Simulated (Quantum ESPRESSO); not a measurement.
## Ho: relaxation of cell and atoms

- system: Ho (2 atoms in the cell)
- method: Kohn-Sham DFT of a periodic cell, LDA, SSSP 1.3 efficiency PBE (Quantum ESPRESSO 7.5)

The structure derives from an entry of the Crystallography Open Database. The run did not end well.

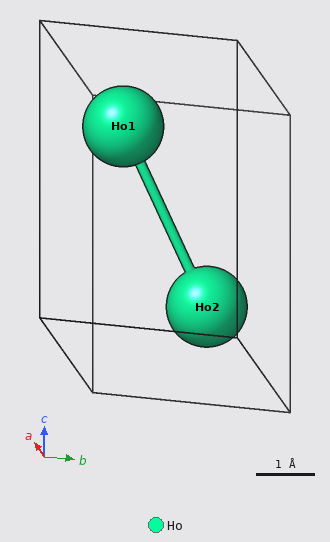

Figure 1. The structure (ball-and-stick view of the cell of the calculation, seen at an oblique angle; atoms are numbered from 1 in the order of the input). Near neighbours in the crystal (not all of them lie inside the picture): Ho has 12 Ho at 3.49 to 3.58 Å.

### The input
```
&CONTROL
  calculation = 'vc-relax'
  prefix = 'pwscf'
  outdir = './tmp'
  pseudo_dir = './pseudo'
  tprnfor = .true.
  tstress = .true.
  disk_io = 'low'
  nstep = 40
  forc_conv_thr = 0.0004
  etot_conv_thr = 1d-05
/
&SYSTEM
  ibrav = 0
  nat = 2
  ntyp = 1
  ecutwfc = 55
  ecutrho = 440
  nbnd = 33
  input_dft = 'pz'
  occupations = 'smearing'
  smearing = 'fd'
  degauss = 0.00367493
  nspin = 2
  starting_magnetization(1) = 0.1905
/
&ELECTRONS
  conv_thr = 4d-10
  electron_maxstep = 120
  mixing_beta = 0.3
/
&IONS
  ion_dynamics = 'bfgs'
/
&CELL
  cell_dynamics = 'bfgs'
  press = 0
  press_conv_thr = 0.3
/
ATOMIC_SPECIES
Ho   164.9303 Ho.paw.z_21.atompaw.wentzcovitch.v1.2.upf
CELL_PARAMETERS angstrom
   3.5773000000    0.0000000000    0.0000000000
  -1.7886500000    3.0980326770    0.0000000000
   0.0000000000    0.0000000000    5.6158000000
ATOMIC_POSITIONS crystal
Ho     0.6666666667    0.3333333333    0.7500000000
Ho     0.3333333333    0.6666666667    0.2500000000
K_POINTS automatic
8 8 4 0 0 0
```

Hardware: 1 thread of Arm Neoverse V1, 24 GiB of memory available, shared host.

Run as:
```bash
OMP_NUM_THREADS=1 pw.x -in pw.in > pw.out
```

### The program's output
```
This program is part of the open-source Quantum ESPRESSO suite
     for quantum simulation of materials; please cite
         "P. Giannozzi et al., J. Phys.:Condens. Matter 21 395502 (2009);
         "P. Giannozzi et al., J. Phys.:Condens. Matter 29 465901 (2017);
         "P. Giannozzi et al., J. Chem. Phys. 152 154105 (2020);
          URL
     in publications or presentations arising from this work. More details at

     file Ho.paw.z_21.atompaw.wentzcovitch.v1.2.upf: wavefunction(s)  6S 0P 5D 0D 4F 0F renormalized

     IMPORTANT: XC functional enforced from input :
     Exchange-correlation= PZ
                           (   1   1   0   0   0   0   0)
     Any further DFT definition will be discarded
     Please, verify this is what you really want

     Message from routine setup:
     using ibrav=0 with symmetry is DISCOURAGED, use correct ibrav instead

     G-vector sticks info
     --------------------
     sticks:   dense  smooth     PW     G-vecs:    dense   smooth      PW
     Sum        1393     685    199                65543    23139    3705

     Using Slab Decomposition

     bravais-lattice index     =            0
     lattice parameter (alat)  =       6.7601  a.u.
     unit-cell volume          =     420.0003 (a.u.)^3
     number of atoms/cell      =            2
     number of atomic types    =            1
     number of electrons       =        42.00
     number of Kohn-Sham states=           33
     kinetic-energy cutoff     =      55.0000  Ry
     charge density cutoff     =     440.0000  Ry
     scf convergence threshold =      4.0E-10
     mixing beta               =       0.3000
     number of iterations used =            8  plain     mixing
     energy convergence thresh.=      1.0E-05
     force convergence thresh. =      4.0E-04
     press convergence thresh. =      3.0E-01
     Exchange-correlation= PZ
                           (   1   1   0   0   0   0   0)
     nstep                     =           40

     celldm(1)=   6.760117  celldm(2)=   0.000000  celldm(3)=   0.000000
     celldm(4)=   0.000000  celldm(5)=   0.000000  celldm(6)=   0.000000

     crystal axes: (cart. coord. in units of alat)
               a(1) = (   1.000000   0.000000   0.000000 )
               a(2) = (  -0.500000   0.866025   0.000000 )
               a(3) = (   0.000000   0.000000   1.569843 )

     reciprocal axes: (cart. coord. in units 2 pi/alat)
               b(1) = (  1.000000  0.577350 -0.000000 )
               b(2) = (  0.000000  1.154701  0.000000 )
               b(3) = (  0.000000 -0.000000  0.637006 )

     PseudoPot. # 1 for Ho read from file:
     Ho.paw.z_21.atompaw.wentzcovitch.v1.2.upf
     Pseudo is Projector augmented-wave + core cor, Zval = 21.0
     Generated using ATOMPAW code
     Shape of augmentation charge: BESSEL
     Using radial grid of 1114 points,  8 beta functions with:
                l(1) =   0
                l(2) =   0
                l(3) =   1
                l(4) =   1
                l(5) =   2
                l(6) =   2
                l(7) =   3
                l(8) =   3
     Q(r) pseudized with 0 coefficients

     atomic species   valence    mass     pseudopotential
     Ho               21.00   164.93030     Ho( 1.00)

     Starting magnetic structure
     atomic species   magnetization
     Ho              0.191

     24 Sym. Ops., with inversion, found (12 have fractional translation)

   Cartesian axes

     site n.     atom                  positions (alat units)
         1        Ho     tau(   1) = (   0.5000000   0.2886751   1.1773824  )
         2        Ho     tau(   2) = (  -0.0000000   0.5773503   0.3924608  )

     number of k points=    30  Fermi-Dirac smearing, width (Ry)=  0.0037
                       cart. coord. in units 2pi/alat
        k(    1) = (   0.0000000   0.0000000   0.0000000), wk =   0.0039062
        k(    2) = (   0.0000000   0.0000000   0.1592516), wk =   0.0078125
        k(    3) = (   0.0000000   0.0000000  -0.3185032), wk =   0.0039062
        k(    4) = (   0.0000000   0.1443376   0.0000000), wk =   0.0234375
        k(    5) = (   0.0000000   0.1443376   0.1592516), wk =   0.0468750
        k(    6) = (   0.0000000   0.1443376  -0.3185032), wk =   0.0234375
        k(    7) = (   0.0000000   0.2886751   0.0000000), wk =   0.0234375
        k(    8) = (   0.0000000   0.2886751   0.1592516), wk =   0.0468750
        k(    9) = (   0.0000000   0.2886751  -0.3185032), wk =   0.0234375
        k(   10) = (   0.0000000   0.4330127   0.0000000), wk =   0.0234375
        k(   11) = (   0.0000000   0.4330127   0.1592516), wk =   0.0468750
        k(   12) = (   0.0000000   0.4330127  -0.3185032), wk =   0.0234375
        k(   13) = (   0.0000000  -0.5773503   0.0000000), wk =   0.0117188
        k(   14) = (   0.0000000  -0.5773503   0.1592516), wk =   0.0234375
        k(   15) = (   0.0000000  -0.5773503  -0.3185032), wk =   0.0117188
        k(   16) = (   0.1250000   0.2165064   0.0000000), wk =   0.0234375
        k(   17) = (   0.1250000   0.2165064   0.1592516), wk =   0.0468750
        k(   18) = (   0.1250000   0.2165064  -0.3185032), wk =   0.0234375
        k(   19) = (   0.1250000   0.3608439   0.0000000), wk =   0.0468750
        k(   20) = (   0.1250000   0.3608439   0.1592516), wk =   0.0937500
        k(   21) = (   0.1250000   0.3608439  -0.3185032), wk =   0.0468750
        k(   22) = (   0.1250000   0.5051815   0.0000000), wk =   0.0468750
        k(   23) = (   0.1250000   0.5051815   0.1592516), wk =   0.0937500
        k(   24) = (   0.1250000   0.5051815  -0.3185032), wk =   0.0468750
        k(   25) = (   0.2500000   0.4330127   0.0000000), wk =   0.0234375
        k(   26) = (   0.2500000   0.4330127   0.1592516), wk =   0.0468750
        k(   27) = (   0.2500000   0.4330127  -0.3185032), wk =   0.0234375
        k(   28) = (   0.2500000   0.5773503   0.0000000), wk =   0.0234375
        k(   29) = (   0.2500000   0.5773503   0.1592516), wk =   0.0468750
        k(   30) = (   0.2500000   0.5773503  -0.3185032), wk =   0.0234375

     Dense  grid:    65543 G-vectors     FFT dimensions: (  45,  45,  72)

     Smooth grid:    23139 G-vectors     FFT dimensions: (  32,  32,  54)

     Generating pointlists ...
     new r_m :   0.4019 (alat units)  2.7171 (a.u.) for type    1

     Initial potential from superposition of free atoms

     starting charge      41.9914, renormalised to      42.0000
     Starting wfcs are   64 randomized atomic wfcs

     Self-consistent Calculation

     iteration #  1     ecut=    55.00 Ry     beta= 0.30
     Davidson diagonalization with overlap
     ethr =  1.00E-02,  avg # of iterations =  2.6

     total energy              =   -1624.15529695 Ry
     estimated scf accuracy    <       4.32222094 Ry

     total magnetization       =     3.50 Bohr mag/cell
     absolute magnetization    =     3.50 Bohr mag/cell

     iteration #  2     ecut=    55.00 Ry     beta= 0.30
     Davidson diagonalization with overlap
     ethr =  1.00E-02,  avg # of iterations =  4.7

     total energy              =   -1622.57085675 Ry
     estimated scf accuracy    <      59.12123158 Ry

     total magnetization       =     5.19 Bohr mag/cell
     absolute magnetization    =     5.19 Bohr mag/cell

     iteration #  3     ecut=    55.00 Ry     beta= 0.30
     Davidson diagonalization with overlap
     ethr =  1.00E-02,  avg # of iterations =  2.7

     total energy              =   -1627.01191472 Ry
     estimated scf accuracy    <       0.31477317 Ry

     total magnetization       =     7.90 Bohr mag/cell
     absolute magnetization    =     7.90 Bohr mag/cell

     iteration #  4     ecut=    55.00 Ry     beta= 0.30
     Davidson diagonalization with overlap
     ethr =  7.49E-04,  avg # of iterations =  3.0

     total energy              =   -1627.05351519 Ry
     estimated scf accuracy    <       0.07711387 Ry

     total magnetization       =     7.41 Bohr mag/cell
     absolute magnetization    =     7.41 Bohr mag/cell

     iteration #  5     ecut=    55.00 Ry     beta= 0.30
     Davidson diagonalization with overlap
     ethr =  1.84E-04,  avg # of iterations =  2.4

     total energy              =   -1627.10576729 Ry
     estimated scf accuracy    <       0.08216470 Ry

     total magnetization       =     7.46 Bohr mag/cell
     absolute magnetization    =     7.46 Bohr mag/cell

     iteration #  6     ecut=    55.00 Ry     beta= 0.30
     Davidson diagonalization with overlap
     ethr =  1.84E-04,  avg # of iterations =  1.5

     total energy              =   -1627.13612765 Ry
     estimated scf accuracy    <       1.02974574 Ry

     total magnetization       =     9.15 Bohr mag/cell
     absolute magnetization    =     9.15 Bohr mag/cell

     iteration #  7     ecut=    55.00 Ry     beta= 0.30
     Davidson diagonalization with overlap
     ethr =  1.84E-04,  avg # of iterations =  1.0

     total energy              =   -1627.07195719 Ry
     estimated scf accuracy    <       0.66257029 Ry

     total magnetization       =     8.81 Bohr mag/cell
     absolute magnetization    =     8.81 Bohr mag/cell

     iteration #  8     ecut=    55.00 Ry     beta= 0.30
     Davidson diagonalization with overlap
     ethr =  1.84E-04,  avg # of iterations =  1.4

     total energy              =   -1627.10260577 Ry
     estimated scf accuracy    <       0.00676934 Ry

     total magnetization       =     7.28 Bohr mag/cell
     absolute magnetization    =     7.29 Bohr mag/cell

     iteration #  9     ecut=    55.00 Ry     beta= 0.30
     Davidson diagonalization with overlap
     ethr =  1.61E-05,  avg # of iterations =  3.1

     total energy              =   -1627.10447367 Ry
     estimated scf accuracy    <       0.00155952 Ry

     total magnetization       =     7.12 Bohr mag/cell
     absolute magnetization    =     7.13 Bohr mag/cell

     iteration # 10     ecut=    55.00 Ry     beta= 0.30
     Davidson diagonalization with overlap
     ethr =  3.71E-06,  avg # of iterations =  2.7

     total energy              =   -1627.10479218 Ry
     estimated scf accuracy    <       0.00026644 Ry

     total magnetization       =     7.11 Bohr mag/cell
     absolute magnetization    =     7.14 Bohr mag/cell

[... 192 further cycles ...]
     iteration # 14     ecut=    55.00 Ry     beta= 0.30
     Davidson diagonalization with overlap
     ethr =  5.68E-04,  avg # of iterations =  1.4

     total energy              =   -1626.88710842 Ry
     estimated scf accuracy    <       2.47970880 Ry

     total magnetization       =     4.12 Bohr mag/cell
     absolute magnetization    =     4.16 Bohr mag/cell

     iteration # 15     ecut=    55.00 Ry     beta= 0.30
     Davidson diagonalization with overlap
     ethr =  5.68E-04,  avg # of iterations =  1.9

     total energy              =   -1627.05698972 Ry
     estimated scf accuracy    <       0.08485820 Ry

     total magnetization       =     6.79 Bohr mag/cell
     absolute magnetization    =     6.99 Bohr mag/cell

     iteration # 16     ecut=    55.00 Ry     beta= 0.30
     Davidson diagonalization with overlap
     ethr =  2.02E-04,  avg # of iterations =  1.3

     total energy              =   -1627.07584192 Ry
     estimated scf accuracy    <       0.14649436 Ry

     total magnetization       =     6.95 Bohr mag/cell
     absolute magnetization    =     7.08 Bohr mag/cell

     iteration # 17     ecut=    55.00 Ry     beta= 0.30
     Davidson diagonalization with overlap
     ethr =  2.02E-04,  avg # of iterations =  2.0

     total energy              =   -1627.07455123 Ry
     estimated scf accuracy    <       1.22542559 Ry

     total magnetization       =     8.01 Bohr mag/cell
     absolute magnetization    =     8.08 Bohr mag/cell

     iteration # 18     ecut=    55.00 Ry     beta= 0.30
     Davidson diagonalization with overlap
     ethr =  2.02E-04,  avg # of iterations =  1.5

     total energy              =   -1627.10656458 Ry
     estimated scf accuracy    <       0.25584070 Ry

     total magnetization       =     7.32 Bohr mag/cell
     absolute magnetization    =     7.54 Bohr mag/cell

     iteration # 19     ecut=    55.00 Ry     beta= 0.30
     Davidson diagonalization with overlap
     ethr =  2.02E-04,  avg # of iterations =  1.0

     total energy              =   -1627.08620963 Ry
     estimated scf accuracy    <       0.25465318 Ry

     total magnetization       =     7.32 Bohr mag/cell
     absolute magnetization    =     7.53 Bohr mag/cell

     iteration # 20     ecut=    55.00 Ry     beta= 0.30
     Davidson diagonalization with overlap
     ethr =  2.02E-04,  avg # of iterations =  1.9

     total energy              =   -1627.10830527 Ry
     estimated scf accuracy    <       0.03153497 Ry

     total magnetization       =     6.78 Bohr mag/cell
     absolute magnetization    =     7.04 Bohr mag/cell

     iteration # 21     ecut=    55.00 Ry     beta= 0.30
     Davidson diagonalization with overlap
     ethr =  7.51E-05,  avg # of iterations =  2.2

     total energy              =   -1627.17246845 Ry
     estimated scf accuracy    <       0.25593995 Ry

     total magnetization       =     7.57 Bohr mag/cell
     absolute magnetization    =     7.73 Bohr mag/cell

     iteration # 22     ecut=    55.00 Ry     beta= 0.30
     Davidson diagonalization with overlap
     ethr =  7.51E-05,  avg # of iterations =  2.0

     total energy              =   -1627.12961684 Ry
     estimated scf accuracy    <       0.87650809 Ry

     total magnetization       =     8.45 Bohr mag/cell
     absolute magnetization    =     8.51 Bohr mag/cell

     iteration # 23     ecut=    55.00 Ry     beta= 0.30
     Davidson diagonalization with overlap
```

### What the run reported

```tsv
quantity	value
outcome	stopped at the time limit
space group (tolerance 0.01 Å)	P6₃/mmc (194)
wall time	40 min
peak memory	0.75 GiB
```

The run was cut off by its time limit, so the output is incomplete. Further notes kept with the run: potentials made for another functional; negative rho. Points of doubt noted for this run: potentials made for another functional.
